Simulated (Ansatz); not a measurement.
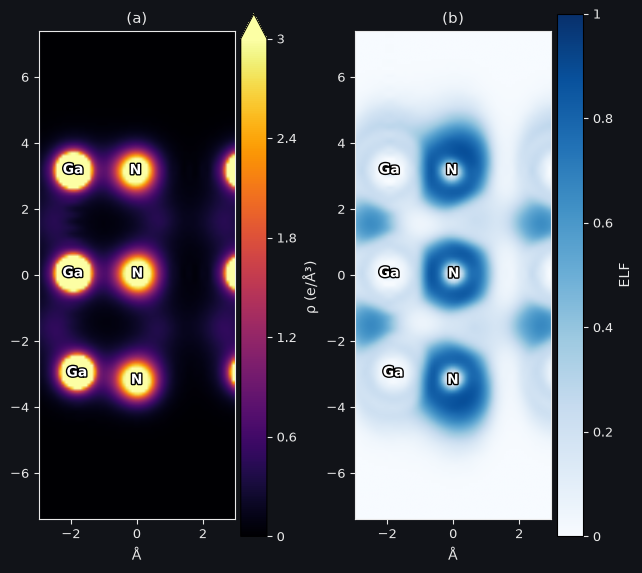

*GaN (slab). (a) valence charge density (pseudo); (b) ELF on the (010) plane of the calculation cell, a cut from vacuum to vacuum.*

Not relaxed (largest force 1.9 eV/Å).

Computed with Ansatz, DFT PBE, scalar-relativistic, plane waves, PAW.

Core electrons are frozen (PAW), and the valence fields are smoothed inside the atomic spheres.

Input

```
crystal:
  lattice:
    - [5.2430304496, 0.0, 0.0]
    - [0.0, 5.5744824363, 0.0]
    - [0.0, 0.0, 28.7201409473]
  atoms:
    - { symbol: Ga, position: [1.0080672979, 0.8804559734, 0.2705515546] }
    - { symbol: Ga, position: [0.5080625525, 0.1454753559, 0.2705491805] }
    - { symbol: "N", position: [0.3566043484, 0.844083589, 0.2626323186] }
    - { symbol: "N", position: [0.8566088036, 0.1818233191, 0.2626579256] }
    - { symbol: Ga, position: [0.9826098638, 0.3483961966, 0.3173704161] }
    - { symbol: Ga, position: [0.4826064433, 0.6776793989, 0.3173708894] }
    - { symbol: "N", position: [0.3588004146, 0.3474881928, 0.3186337469] }
    - { symbol: "N", position: [0.8587843887, 0.6786055305, 0.3186455569] }
    - { symbol: Ga, position: [0.9843755691, 0.8470948949, 0.3755586331] }
    - { symbol: Ga, position: [0.4843801164, 0.179382971, 0.3755759111] }
    - { symbol: "N", position: [0.3609329098, 0.8460203096, 0.3749418218] }
    - { symbol: "N", position: [0.8609337264, 0.1804358548, 0.3749755277] }
    - { symbol: Ga, position: [0.9837098092, 0.3448236405, 0.4317070309] }
    - { symbol: Ga, position: [0.4837245987, 0.6822103163, 0.4317325782] }
    - { symbol: "N", position: [0.3569253882, 0.35380761, 0.4307558828] }
    - { symbol: "N", position: [0.8569014807, 0.6732228473, 0.4307910313] }
    - { symbol: Ga, position: [0.9861535563, 0.8477430977, 0.4845513912] }
    - { symbol: Ga, position: [0.4860569636, 0.1798325834, 0.4845861429] }
    - { symbol: "N", position: [0.3498836416, 0.8611445309, 0.4839318759] }
    - { symbol: "N", position: [0.849899823, 0.1664527931, 0.4839654946] }
basis:
  ecutwfc: 420
kpoints:
  mp_grid: { grid: [7, 6, 1] }
hamiltonian:
  xc: pbe
scf:
  occupations: { method: gaussian, width: 0.1 }
output:
  forces: true
  stress: true
  eigenvalues: true
  write_density: true
  write_potential: true
  elf: true
  volumetric_format: npy
efield:
  axis: 3
  dipole_correction: true
  ramp_width: 0.04
```

Run with:

```sh
ansatz run input.yaml --threads 8 --pin off --max-ram 20480MiB --backend cpu --events-out ev --progress --plain --runs-dir out
```

**Read the bonding off the picture.**

The plane passes through Ga and N nuclei. Atoms just off the plane (Ga, 0.9 Å away and N, 0.9 Å away) can leave unmarked features too. Ga–N (1.85 Å): ρ is about 0.93 e/Å³ halfway; the ELF peaks at about 0.85 in the valence shell of N, 0.6 Å from its nucleus, and is about 0.50 at the midpoint. Ga–N (1.91 Å): the density is about 0.8 e/Å³ at the midpoint; the ELF peaks at about 0.85 in the valence shell of N, 0.6 Å from its nucleus, and is about 0.50 at the midpoint. Ga–N (1.97 Å): ρ is about 0.7 e/Å³ halfway; the ELF peaks at about 0.85 in the valence shell of N, 0.7 Å from its nucleus, and is about 0.45 at the midpoint. Ga–N (1.97 Å): ρ is about 0.7 e/Å³ halfway; the ELF peaks at about 0.85 in the valence shell of N, 0.7 Å from its nucleus, and is about 0.45 at the midpoint. The density dies away to nearly zero in the vacuum. The ELF also peaks beside N, away from the bonds: lone-pair regions.

**Metal or insulator at this level of theory?**

It is gapped, with a Kohn–Sham gap of 1.1 eV on the k-point mesh (the band edges may lie off the mesh, which would make the gap smaller).
